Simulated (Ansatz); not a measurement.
## Sn9O16 (charge +2): geometry relaxation (part 1 of 3)

- system: Sn9O16 (defect cell, 25 atoms in the cell, total charge +2)
- method: DFT PBE, scalar-relativistic, plane waves, PAW, no spin polarisation (Ansatz 0.2.0)

The structure derives from a Materials Project entry. It belongs to a series of runs on one base structure; here: Sn interstitial, charge +2, atoms relaxed at the host's cell.

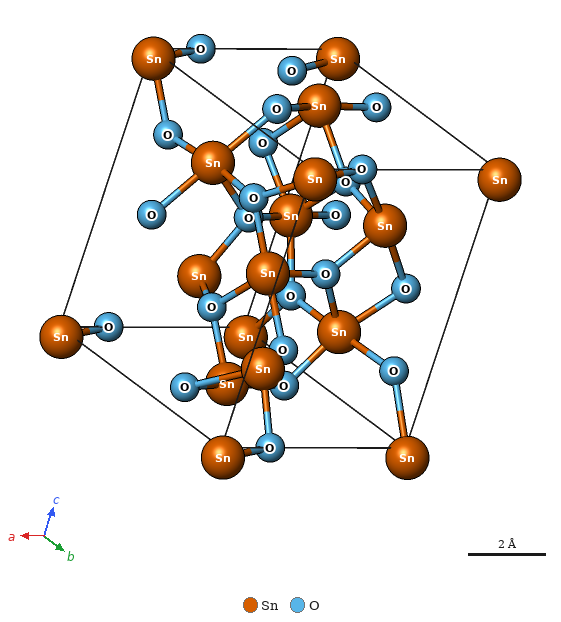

*The input geometry (ball-and-stick view of the cell of the calculation, seen at an oblique angle). An atom can appear more than once, as a periodic image.*

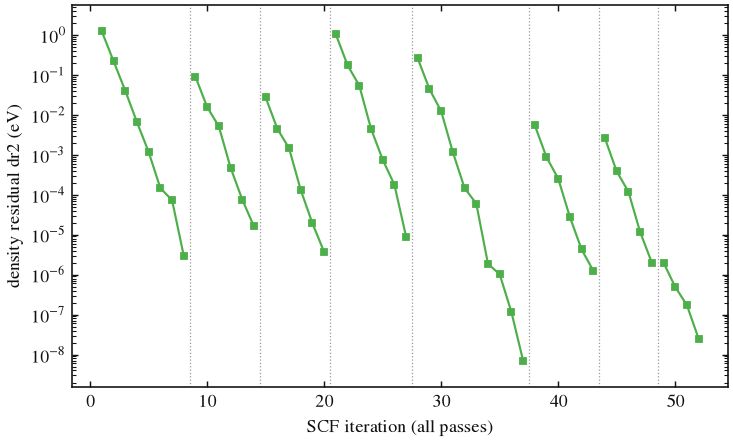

*Convergence of the self-consistent field: density residual dr2 against the SCF iteration. The dotted lines part the SCF passes of the relaxation: geometry steps, rejected trials and re-solves on a re-selected basis.*

The 8 passes take 4 to 10 iterations each, 52 in all.

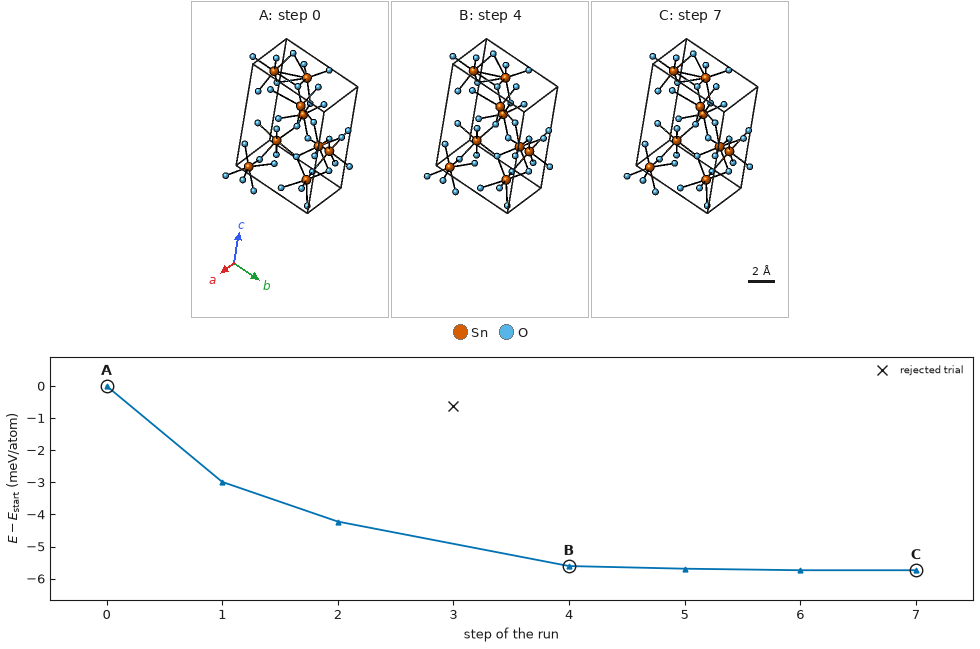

*Frames of the relaxation (ball-and-stick view of the cell of the calculation (origin shifted), with bonded neighbours outside it, seen slightly off an axis) above the curves, on which the letters mark them (the first geometry is step 0 here and step 1 in the log).*

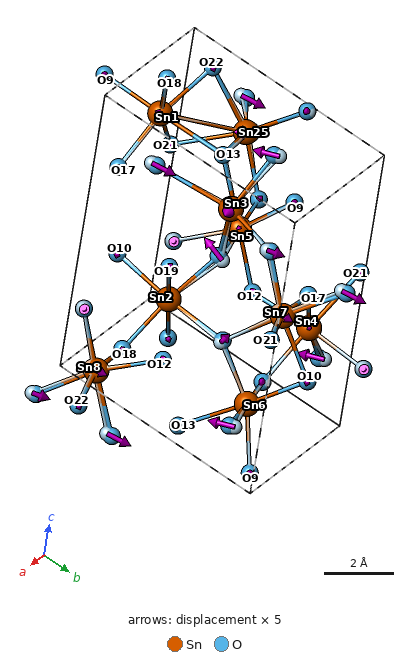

*Start (faint) and end (solid) with the displacements as pink arrows, magnified 5 times (ball-and-stick view of the cell of the calculation (origin shifted), with bonded neighbours outside it, seen slightly off an axis).*

The largest moves, 0.18 Å, are those of O23 and O24. By element the largest moves are O 0.18 Å, Sn 0.14 Å. The cell stays as it was. Among the contacts that change: Sn3–O11 2.709 → 2.531 Å, O21–Sn25 2.415 → 2.292 Å, O22–Sn25 2.392 → 2.292 Å, Sn1–Sn25 3.012 → 2.950 Å. Among the angles that change: O11–Sn3–O15 137.4° → 146.8°, O15–Sn3–Sn25 93.7° → 101.9°, Sn3–O24–Sn6 100.4° → 107.4°. After 7 geometry steps the energy has fallen by 5.7 meV per atom. Largest force component: 0.68 eV/Å at the start, 0.025 eV/Å at the end. The line search rejected the trial step at point 3 (counted from 0) and went back. (Atoms are counted from 1 in the order of the input.)

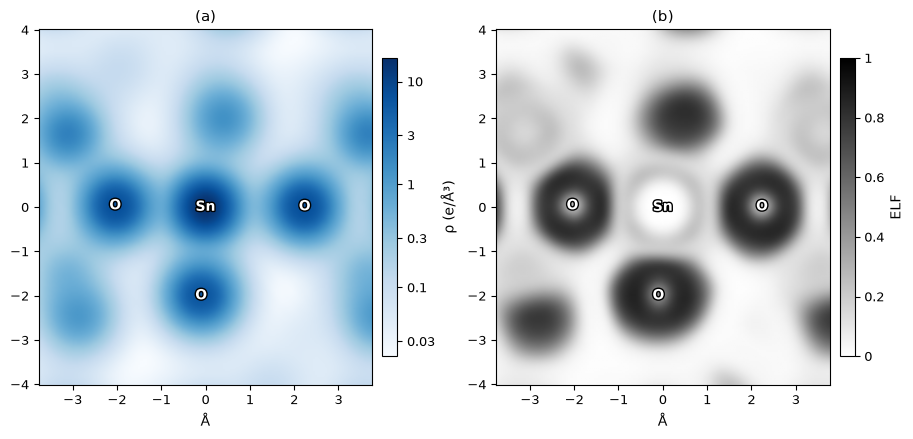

*(a) valence pseudo-density; (b) electron localisation function on the (100) plane of the calculation cell.*

Atoms in the plane: Sn and O. Sn–O (2.01 Å): the density is about 0.74 e/Å³ at the midpoint; the ELF is about 0.25 at the midpoint. Sn–O (2.04 Å): ρ is about 0.7 e/Å³ halfway; the ELF is about 0.25 at the midpoint. Sn–O (2.24 Å): the density is about 0.46 e/Å³ at the midpoint; the ELF is about 0.20 at the midpoint. Away from the nuclei the density in this plane falls to 0.02 e/Å³ at its lowest. In a PAW calculation such maps are meaningful between the atoms, not at the nuclei.

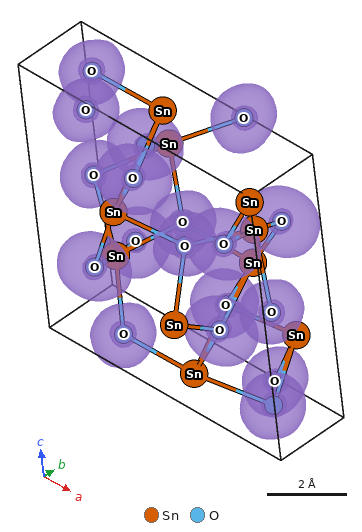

*Isosurface of the electron localisation function at 0.65 (purple), seen slightly off an axis. Only the valence region is drawn (cores and ρ < 0.01 e/Å³ removed). Sticks mark near contacts. The outline is the calculation cell.*

Along the contacts the grid gives the following. Sn–O (2.00 Å): the ELF is about 0.25 at the midpoint. Sn–Sn (2.75 Å): the ELF is about 0.50 at the midpoint.

The input and output of the run follow.

## The input
```yaml
crystal:
  lattice:
    - [-4.8271903414, -4.8271903414, 0.0]
    - [4.8271903414, -4.8271903414, 0.0]
    - [0.0, 4.8271903414, 6.4763045005]
  atoms:
    - { symbol: Sn, position: [0.1516855321, 0.6182705483, 0.2508163492] }
    - { symbol: Sn, position: [0.3763042239, 0.8771327746, 0.7454050718] }
    - { symbol: Sn, position: [0.5094033644, 0.1604261989, 0.2528967044] }
    - { symbol: Sn, position: [0.8817192876, 0.3825399196, 0.7562081503] }
    - { symbol: Sn, position: [-0.0081057499, 0.0177220236, -0.0278146599] }
    - { symbol: Sn, position: [0.2705189921, 0.2963252955, 0.5294217622] }
    - { symbol: Sn, position: [0.4977981182, 0.4642134466, -0.0025589035] }
    - { symbol: Sn, position: [0.7511545755, 0.7175883226, 0.5041664046] }
    - { symbol: O, position: [0.1469387118, 0.3159821136, 0.2508074984] }
    - { symbol: O, position: [0.3597553628, 0.5959977789, 0.7821228718] }
    - { symbol: O, position: [0.5871281001, 0.770492365, 0.2508002104] }
    - { symbol: O, position: [0.8284271653, 0.0646855665, 0.7194880577] }
    - { symbol: O, position: [0.1411087919, 0.9453057495, 0.252451307] }
    - { symbol: O, position: [0.4209931772, 0.17720404, 0.7393433333] }
    - { symbol: O, position: [0.6614551769, 0.4126616532, 0.250808605] }
    - { symbol: O, position: [0.9324537743, 0.6886729828, 0.7622673949] }
    - { symbol: O, position: [0.1937128047, 0.4728183337, -0.0045268444] }
    - { symbol: O, position: [0.4490587931, 0.7281686639, 0.5061542561] }
    - { symbol: O, position: [0.7092261725, -0.0229668263, -0.0095601242] }
    - { symbol: O, position: [0.9681110823, 0.2429527554, 0.5092052813] }
    - { symbol: O, position: [0.8171880781, 0.5531160429, 0.0237229812] }
    - { symbol: O, position: [0.0442709765, 0.7801933684, 0.477897864] }
    - { symbol: O, position: [0.2699995395, 0.064096967, -0.0503750478] }
    - { symbol: O, position: [0.5711902115, 0.3652918788, 0.552002655] }
    - { symbol: Sn, position: [0.8404100147, -0.0689605017, 0.2536929006] }
  host:
    lattice:
      - [4.8271903414, 0.0, 0.0]
      - [0.0, 4.8271903414, 0.0]
      - [0.0, 0.0, 3.2381522502]
    atoms:
      - { symbol: Sn, position: [0.5, 0.5, 0.5] }
      - { symbol: Sn, position: [0.0, 0.0, 0.0] }
      - { symbol: O, position: [0.1934234768, 0.8065765232, 0.5] }
      - { symbol: O, position: [0.8065765232, 0.1934234768, 0.5] }
      - { symbol: O, position: [0.3065765232, 0.3065765232, 0.0] }
      - { symbol: O, position: [0.6934234768, 0.6934234768, 0.0] }
total_charge: 2
basis:
  ecutwfc: 420
  xc_grid: 2
kpoints:
  mp_grid: { grid: [3, 3, 3], shift: [0.0, 0.0, 0.0] }
hamiltonian:
  xc: pbe
scf:
  occupations: { method: gaussian, width: 0.01 }
output:
  forces: true
  stress: false
  eigenvalues: true
  charged_corrections:
    defect_position: [0.875, 0.025, 0.25]
    epsilon: [[14.0248, 0.0, 0.0], [0.0, 14.0248, 0.0], [0.0, 0.0, 10.8937]]
  write_density: true
  write_potential: true
  elf: true
  volumetric_format: npy
relax:
  adjacent_minimum: "off"
  f_tol: 0.025
  max_steps: 45
```

Run as:
```bash
ansatz run input.yaml --threads 4 --pin off --max-ram 10240MiB --backend cpu --events-out ev --progress --plain --runs-dir out
```

## What the program printed
```
Engine: ansatz 0.2.0, x86_64-unknown-linux-gnu
Pseudopotentials: kind: paw
Pseudopotential: Sn, paw, valence charge 14, recommended cutoff 420 eV (normal), Sn.paw.azcp
Pseudopotential: O, paw, valence charge 6, recommended cutoff 420 eV (normal), O.paw.azcp
Functional definition: PBE
  parameter kappa = 0.804
  parameter beta = 0.06672455060314922
  exchange = pbe_x(kappa = kappa, mu = beta*pi^2/3)
  correlation = pbe_c(beta = beta)
Crystal: 25 atoms, lattice volume = 301.819 Å³
Basis set: ecut = 420 eV, 5921 PW (Γ), exchange–correlation on 96×96×108 points (8 copies of the dense FFT grid, shifted against one another)
Bands: 135, of which v1, the nominal top of the filled ones, is band 110 counted from 1 (109 counted from 0)
Symmetry: 1 space group operations
Space group: P1 (ITA 1), of the structure as read, at distance tolerance 6.7e-5 Å
k-points: 14 of 27 (time reversal used)
Non-local potential: Sn, projectors of the file, l = 0: 2, l = 1: 2, l = 2: 2, l = 3: 2
Non-local potential: O, projectors of the file, l = 0: 2, l = 1: 2, l = 2: 1
PAW form: soft (Blöchl's): semilocal exchange-correlation on the pseudo side does not see the compensation charge
PAW one-centre angular grid: Sn, 590 points (default); XC on 64 Gauss nodes
PAW one-centre angular grid: O, 110 points (default); XC on 64 Gauss nodes
Initial density: superposition of atomic densities (neutral atoms scaled as one to the charged cell's electrons: chi_scale 0, normalization atom), corrected by the library's trained network
Initial wavefunctions: pseudopotential atomic-orbital guess
Functional: x = pbe(κ = 0.804, μ = 0.2195149727645171), c = pbe(β = 0.06672455060314922)
SCF iter   1: F=—  HF=-63315.356528 eV  |F-HF|=—  |Δ(HF+E_count)|=         —  Δρ=2.28e-2  dr2=1.21e0  ethr=1.77e-3  ⟨swp⟩=6.0  Hψ=7470  notcnv=0  defer=60
preconditioner: auto → Resta (q_TF=auto, 2.588 Å⁻¹)  ε∞=3.7  [insulator: Δε(μ)=0.652 eV  Ē_g=19.463 eV  σ=0.010 eV  W_gap=1.00  n_scr=84 (ndim 8)  ℏωp=31.7 eV  f_vac=0.029  D(μ)=0.00/eV (n_scr^D=0)  ε∞_Penn≈3.7]
SCF iter   2: F=—  HF=-63314.896549 eV  |F-HF|=—  |Δ(HF+E_count)|=   4.60e-1  Δρ=9.04e-3  dr2=2.19e-1  ethr=5.51e-4  ⟨swp⟩=2.0  Hψ=3238  notcnv=0  defer=234
SCF iter   3: F=—  HF=-63314.797995 eV  |F-HF|=—  |Δ(HF+E_count)|=   9.86e-2  Δρ=3.52e-3  dr2=3.99e-2  ethr=9.94e-5  ⟨swp⟩=2.1  Hψ=3314  notcnv=0  defer=234
SCF iter   4: F=—  HF=-63314.785678 eV  |F-HF|=—  |Δ(HF+E_count)|=   1.23e-2  Δρ=1.47e-3  dr2=6.53e-3  ethr=1.81e-5  ⟨swp⟩=2.0  Hψ=2586  notcnv=0  defer=234
SCF iter   5: F=—  HF=-63314.784388 eV  |F-HF|=—  |Δ(HF+E_count)|=   1.29e-3  Δρ=6.15e-4  dr2=1.17e-3  ethr=2.97e-6  ⟨swp⟩=2.0  Hψ=2663  notcnv=0  defer=234
SCF iter   6: F=—  HF=-63314.784326 eV  |F-HF|=—  |Δ(HF+E_count)|=   6.23e-5  Δρ=2.09e-4  dr2=1.46e-4  ethr=5.31e-7  ⟨swp⟩=2.1  Hψ=2562  notcnv=0  defer=234
SCF iter   7: F=—  HF=-63314.784411 eV  |F-HF|=—  |Δ(HF+E_count)|=   8.49e-5  Δρ=1.62e-4  dr2=7.28e-5  ethr=6.66e-8  ⟨swp⟩=2.0  Hψ=2565  notcnv=0  defer=234
SCF iter   8: F=-63314.784409 eV  HF=-63314.784405 eV  |F-HF|=4.25e-6  |Δ(HF+E_count)|=   6.00e-6  Δρ=3.05e-5  dr2=2.97e-6  ethr=7.10e-9  ⟨swp⟩=17.9  Hψ=18024  notcnv=0
SCF 1 converged in 8 iterations: F = -63314.784409 eV  dr2 = 2.97e-6
  greatest PAW one-centre occupation: 0.996 electrons in one spin orbital (limit 2), on the Sn atom at site 5 (counted from 0), in its partial waves of l = 2
relax step   1: F+E_penalty+E_count = -63314.78440879 eV  Δ(F+E_penalty+E_count) = +0.000e0 eV  max|allowed force component| = 6.818e-1 eV/Å  Δτ_max = 0.0000 Å  (8 SCF iters, dr2 threshold 1.56e-5 eV, accepted)
Initial density: handed on by an earlier stage of this run
Initial wavefunctions: those handed on with the density
iter 1 solved again at ethr=4.02e-5 eV; its pass at ethr=3.10e-3 eV (dr2=8.84e-2 eV) is discarded
SCF iter   1: F=—  HF=-63314.886866 eV  |F-HF|=—  |Δ(HF+E_count)|=         —  Δρ=7.36e-3  dr2=8.91e-2  ethr=4.02e-5  ⟨swp⟩=2.0  Hψ=6360  notcnv=0  defer=234
preconditioner: auto → Resta (q_TF=auto, 2.588 Å⁻¹)  ε∞=3.7  [insulator: Δε(μ)=0.676 eV  Ē_g=19.226 eV  σ=0.010 eV  W_gap=1.00  n_scr=84 (ndim 8)  ℏωp=31.7 eV  f_vac=0.035  D(μ)=0.00/eV (n_scr^D=0)  ε∞_Penn≈3.7]
SCF iter   2: F=—  HF=-63314.862634 eV  |F-HF|=—  |Δ(HF+E_count)|=   2.42e-2  Δρ=3.39e-3  dr2=1.56e-2  ethr=4.02e-5  ⟨swp⟩=2.6  Hψ=3002  notcnv=0  defer=234
SCF iter   3: F=—  HF=-63314.859859 eV  |F-HF|=—  |Δ(HF+E_count)|=   2.77e-3  Δρ=1.45e-3  dr2=5.08e-3  ethr=7.10e-6  ⟨swp⟩=2.4  Hψ=3429  notcnv=0  defer=234
SCF iter   4: F=—  HF=-63314.859083 eV  |F-HF|=—  |Δ(HF+E_count)|=   7.76e-4  Δρ=4.36e-4  dr2=4.76e-4  ethr=2.31e-6  ⟨swp⟩=2.0  Hψ=2649  notcnv=0  defer=234
SCF iter   5: F=—  HF=-63314.859097 eV  |F-HF|=—  |Δ(HF+E_count)|=   1.40e-5  Δρ=1.62e-4  dr2=7.53e-5  ethr=2.16e-7  ⟨swp⟩=2.0  Hψ=2547  notcnv=0  defer=234
SCF iter   6: F=-63314.859086 eV  HF=-63314.859095 eV  |F-HF|=8.35e-6  |Δ(HF+E_count)|=   2.42e-6  Δρ=7.80e-5  dr2=1.60e-5  ethr=1.32e-8  ⟨swp⟩=19.1  Hψ=19256  notcnv=0
SCF 2 converged in 6 iterations: F = -63314.859086 eV  dr2 = 1.60e-5
relax step   2: F+E_penalty+E_count = -63314.85908632 eV  Δ(F+E_penalty+E_count) = -7.468e-2 eV  max|allowed force component| = 5.023e-1 eV/Å  Δτ_max = 0.0744 Å  (6 SCF iters, dr2 threshold 2.91e-5 eV, accepted)
SCF iter   1: F=—  HF=-63314.898568 eV  |F-HF|=—  |Δ(HF+E_count)|=         —  Δρ=3.90e-3  dr2=2.70e-2  ethr=1.07e-4  ⟨swp⟩=3.0  Hψ=4050  notcnv=0  defer=242
preconditioner: auto → Resta (q_TF=auto, 2.588 Å⁻¹)  ε∞=3.7  [insulator: Δε(μ)=0.649 eV  Ē_g=19.245 eV  σ=0.010 eV  W_gap=1.00  n_scr=84 (ndim 8)  ℏωp=31.7 eV  f_vac=0.035  D(μ)=0.00/eV (n_scr^D=0)  ε∞_Penn≈3.7]
SCF iter   2: F=—  HF=-63314.891026 eV  |F-HF|=—  |Δ(HF+E_count)|=   7.54e-3  Δρ=1.75e-3  dr2=4.44e-3  ethr=1.23e-5  ⟨swp⟩=2.9  Hψ=3862  notcnv=0  defer=242
SCF iter   3: F=—  HF=-63314.890168 eV  |F-HF|=—  |Δ(HF+E_count)|=   8.58e-4  Δρ=8.32e-4  dr2=1.45e-3  ethr=2.02e-6  ⟨swp⟩=2.0  Hψ=3296  notcnv=0  defer=242
SCF iter   4: F=—  HF=-63314.889959 eV  |F-HF|=—  |Δ(HF+E_count)|=   2.09e-4  Δρ=2.33e-4  dr2=1.30e-4  ethr=6.60e-7  ⟨swp⟩=2.0  Hψ=2810  notcnv=0  defer=242
SCF iter   5: F=—  HF=-63314.889971 eV  |F-HF|=—  |Δ(HF+E_count)|=   1.13e-5  Δρ=8.26e-5  dr2=1.91e-5  ethr=5.90e-8  ⟨swp⟩=2.0  Hψ=2795  notcnv=0  defer=242
SCF iter   6: F=-63314.889968 eV  HF=-63314.889970 eV  |F-HF|=1.87e-6  |Δ(HF+E_count)|=   4.45e-7  Δρ=3.76e-5  dr2=3.67e-6  ethr=7.17e-9  ⟨swp⟩=18.3  Hψ=18856  notcnv=0
SCF 3 converged in 6 iterations: F = -63314.889968 eV  dr2 = 3.67e-6
  greatest PAW one-centre occupation: 0.996 electrons in one spin orbital (limit 2), on the Sn atom at site 4 (counted from 0), in its partial waves of l = 2
relax step   3: F+E_penalty+E_count = -63314.88996833 eV  Δ(F+E_penalty+E_count) = -3.088e-2 eV  max|allowed force component| = 2.530e-1 eV/Å  Δτ_max = 0.0336 Å  (6 SCF iters, dr2 threshold 1.58e-5 eV, accepted)
iter 1 solved again at ethr=4.60e-4 eV; its pass at ethr=3.10e-3 eV (dr2=1.01e0 eV) is discarded
SCF iter   1: F=—  HF=-63315.146836 eV  |F-HF|=—  |Δ(HF+E_count)|=         —  Δρ=2.42e-2  dr2=1.02e0  ethr=4.60e-4  ⟨swp⟩=1.1  Hψ=7406  notcnv=0  defer=245
preconditioner: auto → Resta (q_TF=auto, 2.588 Å⁻¹)  ε∞=3.7  [insulator: Δε(μ)=0.456 eV  Ē_g=19.353 eV  σ=0.010 eV  W_gap=1.00  n_scr=84 (ndim 8)  ℏωp=31.7 eV  f_vac=0.037  D(μ)=0.00/eV (n_scr^D=0)  ε∞_Penn≈3.7]
SCF iter   2: F=—  HF=-63314.840345 eV  |F-HF|=—  |Δ(HF+E_count)|=   3.06e-1  Δρ=1.09e-2  dr2=1.73e-1  ethr=4.60e-4  ⟨swp⟩=2.4  Hψ=3293  notcnv=0  defer=245
SCF iter   3: F=—  HF=-63314.807079 eV  |F-HF|=—  |Δ(HF+E_count)|=   3.33e-2  Δρ=4.70e-3  dr2=5.38e-2  ethr=7.84e-5  ⟨swp⟩=2.9  Hψ=3349  notcnv=0  defer=246
SCF iter   4: F=—  HF=-63314.799284 eV  |F-HF|=—  |Δ(HF+E_count)|=   7.79e-3  Δρ=1.38e-3  dr2=4.49e-3  ethr=2.44e-5  ⟨swp⟩=2.0  Hψ=2594  notcnv=0  defer=246
SCF iter   5: F=—  HF=-63314.799722 eV  |F-HF|=—  |Δ(HF+E_count)|=   4.38e-4  Δρ=5.35e-4  dr2=7.53e-4  ethr=2.04e-6  ⟨swp⟩=2.1  Hψ=2998  notcnv=0  defer=246
SCF iter   6: F=—  HF=-63314.799697 eV  |F-HF|=—  |Δ(HF+E_count)|=   2.48e-5  Δρ=2.58e-4  dr2=1.78e-4  ethr=3.42e-7  ⟨swp⟩=2.1  Hψ=2619  notcnv=0  defer=246
SCF iter   7: F=-63314.799691 eV  HF=-63314.799687 eV  |F-HF|=4.25e-6  |Δ(HF+E_count)|=   1.03e-5  Δρ=5.81e-5  dr2=8.95e-6  ethr=7.38e-9  ⟨swp⟩=18.1  Hψ=18857  notcnv=0
SCF 4 converged in 7 iterations: F = -63314.799691 eV  dr2 = 8.95e-6
  greatest PAW one-centre occupation: 0.996 electrons in one spin orbital (limit 2), on the Sn atom at site 24 (counted from 0), in its partial waves of l = 2
relax step   4: F+E_penalty+E_count = -63314.79969123 eV  Δ(F+E_penalty+E_count) = +9.028e-2 eV  max|allowed force component| = 6.899e-1 eV/Å  Δτ_max = 0.2000 Å  (7 SCF iters, dr2 threshold 1.62e-5 eV, rejected (line search))
```
